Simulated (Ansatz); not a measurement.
# ZnSe: geometry relaxation

System: ZnSe (P4/nmm, 4 atoms in the cell).
Method: DFT PBE, scalar-relativistic, plane waves, PAW, no spin polarisation (Ansatz 0.2.0).

The structure was made by a generator, so it may or may not be a known phase.

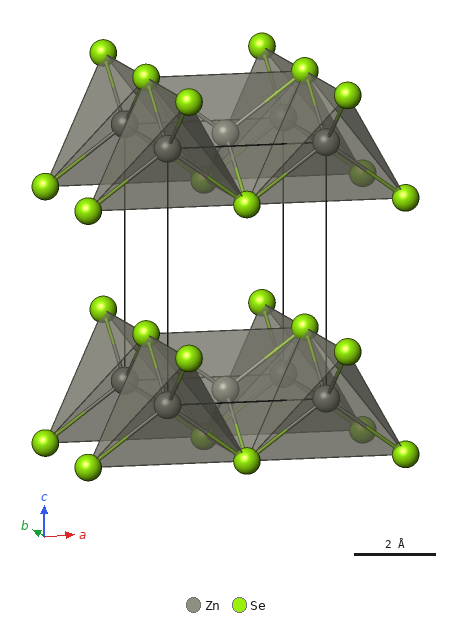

Fig. 1: The structure as given in the input (polyhedral view of the cell of the calculation, seen slightly off an axis; polyhedra are completed across the faces of the cell). An atom can appear more than once, as a periodic image.

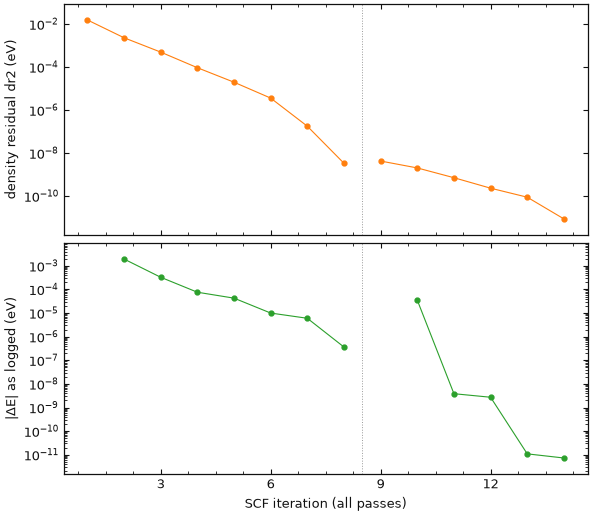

Fig. 2: Convergence of the self-consistent field: density residual dr2 and size of the energy change against the SCF iteration. The dotted lines part the SCF passes of the relaxation: geometry steps, rejected trials and re-solves on a re-selected basis. The passes take 8 and 6 iterations.

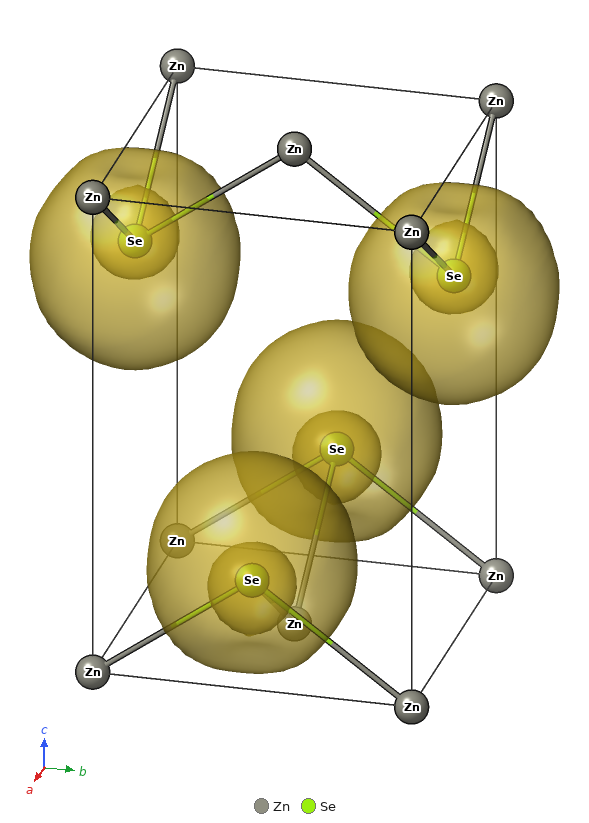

Fig. 3: Isosurface of the electron localisation function at 0.65 (yellow), seen at an oblique angle. Only the valence region is drawn (cores and ρ < 0.01 e/Å³ removed). Sticks mark near contacts. The outline is the cell set on symmetry axes. Profiles from the grid: Zn–Se (2.54 Å): the ELF is about 0.55 at the midpoint. Core electrons are frozen (PAW), so the fields are smoothed inside the atomic spheres.

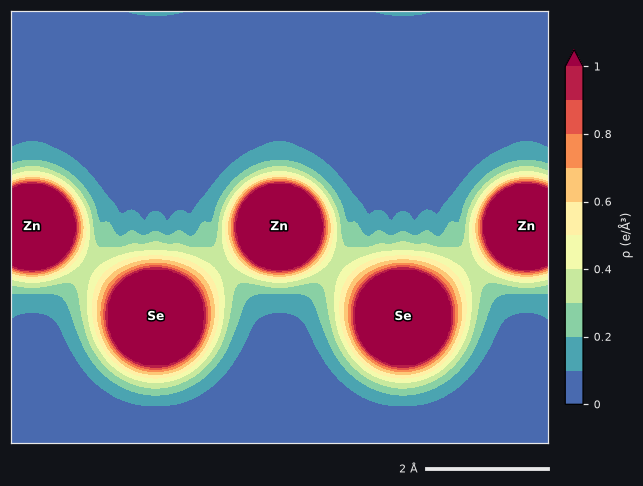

Fig. 4: Valence charge density (pseudo) on the (100) plane of the conventional cell. Zn–Se (2.54 Å): the density is about 0.4 e/Å³ at the midpoint. The density dies away to nearly zero in the voids.

These pictures come from the run below.

### Input
```yaml
crystal:
  lattice:
    - [4.1012917991, 0.0, 0.0]
    - [0.0, 4.1012917991, 0.0]
    - [0.0, 0.0, 6.4758420127]
  atoms:
    - { symbol: Zn, position: [0.0, 0.0, 0.0] }
    - { symbol: Zn, position: [0.5, 0.5, 0.0] }
    - { symbol: Se, position: [0.0, 0.5, 0.2301433435] }
    - { symbol: Se, position: [0.5, 0.0, 0.7698566565] }
basis:
  ecutwfc: 420
kpoints:
  mp_grid: { grid: [8, 8, 4] }
hamiltonian:
  xc: pbe
scf:
  occupations: { method: gaussian, width: 0.02 }
output:
  forces: true
  stress: true
  eigenvalues: true
  write_density: true
  write_potential: true
  elf: true
  volumetric_format: npy
relax:
  adjacent_minimum: "off"
  f_tol: 0.01
  max_steps: 80
  cell: { stress_tol: 0.05 }
```

Launch command:
```bash
ansatz run input.yaml --threads 1 --pin off --max-ram 2560MiB --backend cpu --events-out ev --progress --plain --runs-dir out
```

### Log
```
Engine: ansatz 0.2.0, aarch64-unknown-linux-gnu
Pseudopotentials: kind: paw
Pseudopotential: Zn, paw, valence charge 12, recommended cutoff 420 eV (normal), Zn.paw.azcp
Pseudopotential: Se, paw, valence charge 16, recommended cutoff 420 eV (normal), Se.paw.azcp
Functional definition: PBE
  parameter kappa = 0.804
  parameter beta = 0.06672455060314922
  exchange = pbe_x(kappa = kappa, mu = beta*pi^2/3)
  correlation = pbe_c(beta = beta)
Crystal: 4 atoms, lattice volume = 108.928 Å³
Basis set: ecut = 420 eV, 2133 PW (Γ), exchange–correlation on 60×60×90 points (8 copies of the dense FFT grid, shifted against one another)
Bands: 34, of which v1, the nominal top of the filled ones, is band 28 counted from 1 (27 counted from 0)
Symmetry: 16 space group operations
Space group: P4/nmm (ITA 129), of the structure as read, at distance tolerance 4.8e-5 Å
k-points: 45 of 256
Non-local potential: Zn, projectors of the file, l = 0: 2, l = 1: 2, l = 2: 3, l = 3: 1
Non-local potential: Se, projectors of the file, l = 0: 2, l = 1: 2, l = 2: 3, l = 3: 1
PAW form: soft (Blöchl's): semilocal exchange-correlation on the pseudo side does not see the compensation charge
PAW one-centre angular grid: Zn, 590 points (default); XC on 64 Gauss nodes
PAW one-centre angular grid: Se, 590 points (default); XC on 64 Gauss nodes
Initial density: superposition of atomic densities (neutral atoms: chi_scale 0, normalization atom), corrected by the library's trained network
Initial wavefunctions: pseudopotential atomic-orbital guess
Functional: x = pbe(κ = 0.804, μ = 0.2195149727645171), c = pbe(β = 0.06672455060314922)
SCF iter   1: F=—  HF=-17578.444118 eV  |F-HF|=—  |Δ(HF+E_count)|=         —  Δρ=2.03e-3  dr2=1.55e-2  ethr=1.77e-3  ⟨swp⟩=6.8  Hψ=6849  notcnv=0
preconditioner: auto → Resta (q_TF=auto, 2.442 Å⁻¹)  ε∞=4.9  [insulator: Δε(μ)=2.081 eV  Ē_g=10.783 eV  σ=0.020 eV  W_gap=1.00  n_scr=28 (ndim 8)  ℏωp=21.3 eV  f_vac=0.269  D(μ)=0.00/eV (n_scr^D=0)  ε∞_Penn≈4.9]
SCF iter   2: F=—  HF=-17578.442191 eV  |F-HF|=—  |Δ(HF+E_count)|=   1.93e-3  Δρ=1.01e-3  dr2=2.30e-3  ethr=2.76e-5  ⟨swp⟩=2.0  Hψ=2229  notcnv=0  defer=76
SCF iter   3: F=—  HF=-17578.441865 eV  |F-HF|=—  |Δ(HF+E_count)|=   3.27e-4  Δρ=4.08e-4  dr2=4.95e-4  ethr=4.10e-6  ⟨swp⟩=2.5  Hψ=2597  notcnv=0  defer=76
SCF iter   4: F=—  HF=-17578.441788 eV  |F-HF|=—  |Δ(HF+E_count)|=   7.61e-5  Δρ=2.29e-4  dr2=9.31e-5  ethr=8.85e-7  ⟨swp⟩=2.0  Hψ=2176  notcnv=0  defer=76
SCF iter   5: F=—  HF=-17578.441831 eV  |F-HF|=—  |Δ(HF+E_count)|=   4.27e-5  Δρ=1.17e-4  dr2=1.97e-5  ethr=1.66e-7  ⟨swp⟩=2.0  Hψ=2174  notcnv=0  defer=76
SCF iter   6: F=—  HF=-17578.441841 eV  |F-HF|=—  |Δ(HF+E_count)|=   9.99e-6  Δρ=5.57e-5  dr2=3.60e-6  ethr=3.51e-8  ⟨swp⟩=2.0  Hψ=2182  notcnv=0  defer=76
SCF iter   7: F=—  HF=-17578.441847 eV  |F-HF|=—  |Δ(HF+E_count)|=   6.00e-6  Δρ=1.02e-5  dr2=1.77e-7  ethr=6.43e-9  ⟨swp⟩=2.0  Hψ=2264  notcnv=0  defer=76
SCF iter   8: F=-17578.441848 eV  HF=-17578.441848 eV  |F-HF|=1.18e-8  |Δ(HF+E_count)|=   3.63e-7  Δρ=1.90e-6  dr2=3.34e-9  ethr=1.79e-10  ⟨swp⟩=13.1  Hψ=11152  notcnv=0
SCF 1 converged in 8 iterations: F = -17578.441848 eV  dr2 = 3.34e-9
  greatest PAW one-centre occupation: 1.000 electrons in one spin orbital (limit 2), on the Se atom at site 3 (counted from 0), in its partial waves of l = 2
relax step   1: F+E_penalty+E_count = -17578.44184752 eV  Δ(F+E_penalty+E_count) = +0.000e0 eV  max|allowed force component| = 6.649e-4 eV/Å  Δτ_max = 0.0000 Å  P = +0.005 GPa  Ω = 108.928 Å³  (8 SCF iters, dr2 threshold 1.00e-7 eV, accepted)
Initial density: handed on by an earlier stage of this run
Initial wavefunctions: pseudopotential atomic-orbital guess (no wavefunctions were taken with the density)
iter 1 solved again at ethr=6.04e-7 eV; its pass at ethr=3.10e-3 eV (dr2=3.38e-4 eV) is discarded
SCF iter   1: F=—  HF=-17578.441812 eV  |F-HF|=—  |Δ(HF+E_count)|=         —  Δρ=1.94e-6  dr2=4.25e-9  ethr=6.04e-7  ⟨swp⟩=2.9  Hψ=10163  notcnv=0
eigensolver tolerance schedule: the retry pair's looser diagonalisation over-reported the residual by 79463.36 of it (diagonalisation noise at an unbounded share of the residual, at the tolerance the schedule requests for it); recorded, not acted on — ethr = c·dr2/N_el stays at c = 1.0e-1
preconditioner: auto → Resta (q_TF=auto, 2.442 Å⁻¹)  ε∞=4.9  [insulator: Δε(μ)=2.043 eV  Ē_g=10.808 eV  σ=0.020 eV  W_gap=1.00  n_scr=28 (ndim 8)  ℏωp=21.3 eV  f_vac=0.266  D(μ)=0.00/eV (n_scr^D=0)  ε∞_Penn≈4.9]
SCF iter   2: F=—  HF=-17578.441848 eV  |F-HF|=—  |Δ(HF+E_count)|=   3.51e-5  Δρ=1.36e-6  dr2=2.03e-9  ethr=7.60e-12  ⟨swp⟩=3.7  Hψ=4052  notcnv=0
SCF iter   3: F=—  HF=-17578.441848 eV  |F-HF|=—  |Δ(HF+E_count)|=   3.84e-9  Δρ=7.92e-7  dr2=7.13e-10  ethr=3.62e-12  ⟨swp⟩=2.0  Hψ=2253  notcnv=0
SCF iter   4: F=—  HF=-17578.441848 eV  |F-HF|=—  |Δ(HF+E_count)|=   2.72e-9  Δρ=4.20e-7  dr2=2.32e-10  ethr=1.27e-12  ⟨swp⟩=2.0  Hψ=2340  notcnv=0
SCF iter   5: F=—  HF=-17578.441848 eV  |F-HF|=—  |Δ(HF+E_count)|=  1.09e-11  Δρ=1.87e-7  dr2=8.85e-11  ethr=1.00e-12  ⟨swp⟩=2.0  Hψ=2033  notcnv=0
SCF iter   6: F=-17578.441848 eV  HF=-17578.441848 eV  |F-HF|=3.64e-12  |Δ(HF+E_count)|=  7.28e-12  Δρ=5.61e-8  dr2=8.66e-12  ethr=1.00e-12  ⟨swp⟩=6.0  Hψ=7021  notcnv=0
SCF 2 converged in 6 iterations: F = -17578.441848 eV  dr2 = 8.66e-12
relax step   2: F+E_penalty+E_count = -17578.44184752 eV  Δ(F+E_penalty+E_count) = -1.874e-9 eV  max|allowed force component| = 6.859e-4 eV/Å  Δτ_max = 0.0000 Å  P = +0.005 GPa  Ω = 108.928 Å³  stress off target by 1.81e-2 GPa  SCF on the basis re-selected at this cell (its energy is not comparable with the rows above)  (6 SCF iters)
basis re-selected at this cell: Δ(F+E_penalty+E_count) = -1.874e-9 eV, ΔP = +0.000 GPa vs the last step (what re-selecting the basis moved, of the pressure what is left beyond the Pulay correction that the steps carried, after the strain that the cell walked since its last selection, with what the two solves' SCF thresholds leave and, on support functions, any second-order correction that the steps lacked; it is no measure of the basis error at this ecutwfc). This SCF's stress stands 1.81e-2 GPa from its target on what of the cell is left free (relax.cell.stress_tol is 5.00e-2 GPa) and its largest allowed force component is 6.86e-4 eV/Å (relax.f_tol is 1.00e-2 eV/Å): within both
SCF converged after 6 iterations
Free energy (F): -17578.441848 eV
Harris-Foulkes:  -17578.441848 eV  (|F-HF|=3.64e-12)
Internal energy: -17578.441848 eV  (E = F + TS)
E sigma→0 (E₀):  -17578.441848 eV
Fermi energy:    5.532583 eV
--- Per-component energies (eV) ---
  E_band       = -879.710630
  E_kinetic    = 497.571939
  E_local      = -10667.732387  (includes V_loc(G=0)·N_el)
  E_nonlocal   = 38.494978
  E_hartree    = 4954.882375
  E_xc         = -481.649954
  E_vxc        = -298.686838  (∫ρ·V_xc dr)
  E_paw        = -7480.187558  (= ΣΔE_a)
  E_vpaw       = -359.121253  (= ΣTr[D̂ρ^β])
  E_aug_tail   = -0.001917  (compensation charges beyond the density's cutoff)
  E_ewald      = -4439.819323
  E_smearing   = -0.000000  (= −TS)
  E_closure    = -0.000000  (closes the sum)
  Σ components = -17578.441848   (vs F -17578.441848, Δ=0.00e0)
--- Forces (eV/Å), atoms counted from 1 ---
  atom   1  Zn     0.00000000     0.00000000     0.00000000
  atom   2  Zn     0.00000000     0.00000000     0.00000000
  atom   3  Se     0.00000000     0.00000000    -0.00068593
  atom   4  Se     0.00000000     0.00000000     0.00068593
  max |Σ_I F_I| component: 6.51e-19 eV/Å
--- Stress (GPa, compression-positive) ---
       -0.001857       0.000000       0.000000
        0.000000      -0.001857       0.000000
        0.000000       0.000000       0.018143
  P = ⅓ Tr σ = 0.0048 GPa (0.048 kbar)
--- Band table (eV; the first three rows and the last of 45) ---
  k-point 0: bands = ["-42.0849", "-42.0848", "-42.0833", "-42.0833", "-42.0832", "-42.0832", "-42.0814", "-42.0813", "-42.0802", "-42.0802", "-8.2990", "-7.4417", "-2.1374", "-2.1173", "-2.0554", "-2.0554", "-2.0036", "-1.6608", "-1.6608", "-1.5383", "-1.4751", "-1.2609", "0.5632", "2.4722", "2.4722", "4.4190", "4.5112", "4.5112", "6.5539", "6.6245", "7.6862", "10.2569", "10.5695", "10.5695"]
  k-point 1: bands = ["-42.0849", "-42.0848", "-42.0833", "-42.0833", "-42.0832", "-42.0832", "-42.0814", "-42.0813", "-42.0802", "-42.0802", "-8.2714", "-7.4801", "-2.1374", "-2.1053", "-2.0565", "-2.0565", "-2.0228", "-1.6605", "-1.6605", "-1.5380", "-1.4751", "-1.2609", "0.6914", "2.5048", "2.5048", "3.9504", "4.4420", "4.4420", "6.5779", "7.2799", "7.8055", "10.1002", "10.7507", "10.7507"]
  k-point 2: bands = ["-42.0849", "-42.0848", "-42.0833", "-42.0833", "-42.0832", "-42.0832", "-42.0814", "-42.0813", "-42.0802", "-42.0802", "-8.2410", "-7.5212", "-2.1374", "-2.0839", "-2.0576", "-2.0576", "-2.0510", "-1.6603", "-1.6603", "-1.5377", "-1.4751", "-1.2609", "0.8362", "2.5393", "2.5393", "3.5713", "4.3720", "4.3720", "6.6028", "7.8827", "7.9679", "9.9557", "10.9536", "10.9536"]
  k-point 44: bands = ["-42.0845", "-42.0845", "-42.0834", "-42.0834", "-42.0832", "-42.0832", "-42.0814", "-42.0814", "-42.0801", "-42.0801", "-7.3721", "-7.3721", "-2.1976", "-2.1976", "-1.7737", "-1.7737", "-1.6560", "-1.6560", "-1.6415", "-1.6415", "-1.5558", "-1.5558", "0.4635", "0.4635", "2.2426", "2.2426", "2.2646", "2.2646", "9.0028", "9.0028", "9.2346", "9.2346", "12.6303", "12.6303"]
--- Relaxed structure (1 steps of the walk, 1 accepted, 1 SCFs on fresh bases) ---
  F+E_penalty+E_count = -17578.44184752 eV   max|allowed force component| = 6.859e-4 eV/Å   (the final SCF, on the basis selected at the relaxed cell)
  cell:  # Å, volume = 108.9275 Å³
    - [4.1012917991, 0.0, 0.0]
    - [0.0, 4.1012917991, 0.0]
    - [0.0, 0.0, 6.4758420127]
  atoms:
    - { symbol: Zn, position: [0.0, 0.0, 0.0] }
    - { symbol: Zn, position: [0.5, 0.5, 0.0] }
    - { symbol: Se, position: [0.0, 0.5, 0.2301433435] }
    - { symbol: Se, position: [0.5, 0.0, 0.7698566565] }
```

### Trajectory as extended XYZ (Å, eV, eV/Å), 2 frames, from step=1 to step=2
```
4
Lattice="4.1013 0.0000 0.0000 0.0000 4.1013 0.0000 0.0000 0.0000 6.4758" Properties=species:S:1:pos:R:3:forces:R:3 step=1 energy=-17578.44185 pressure_GPa=0.00
Zn    0.0000    0.0000    0.0000    0.0000   0.0000   0.0000
Zn    2.0506    2.0506    0.0000    0.0000   0.0000   0.0000
Se    0.0000    2.0506    1.4904    0.0000   0.0000  -0.0007
Se    2.0506    0.0000    4.9855    0.0000   0.0000   0.0007
4
Lattice="4.1013 0.0000 0.0000 0.0000 4.1013 0.0000 0.0000 0.0000 6.4758" Properties=species:S:1:pos:R:3:forces:R:3 step=2 energy=-17578.44185 pressure_GPa=0.00
Zn    0.0000    0.0000    0.0000    0.0000   0.0000   0.0000
Zn    2.0506    2.0506    0.0000    0.0000   0.0000   0.0000
Se    0.0000    2.0506    1.4904    0.0000   0.0000  -0.0007
Se    2.0506    0.0000    4.9855    0.0000   0.0000   0.0007
```

### Key numbers

| quantity | value |
| --- | --- |
| outcome | converged |
| space group (tolerance 0.01 Å) | P4/nmm (129) |
| electrons treated | 56 |
| free energy | −17578.4418 eV |
| Fermi energy | 5.533 eV |
| gap on the k-point mesh | 2.04 eV |
| pressure | 0.00 GPa |
| final volume | 108.93 Å³ |
| largest force (length of the vector) at the end | 0.001 eV/Å |
| final cell | a = 4.101 Å, b = 4.101 Å, c = 6.476 Å, α = 90.00°, β = 90.00°, γ = 90.00° |
| hardware | 1 thread of Arm Neoverse V1, 24 GiB of memory available, shared host |
| wall time | 25 s |
| peak memory | 0.44 GiB |
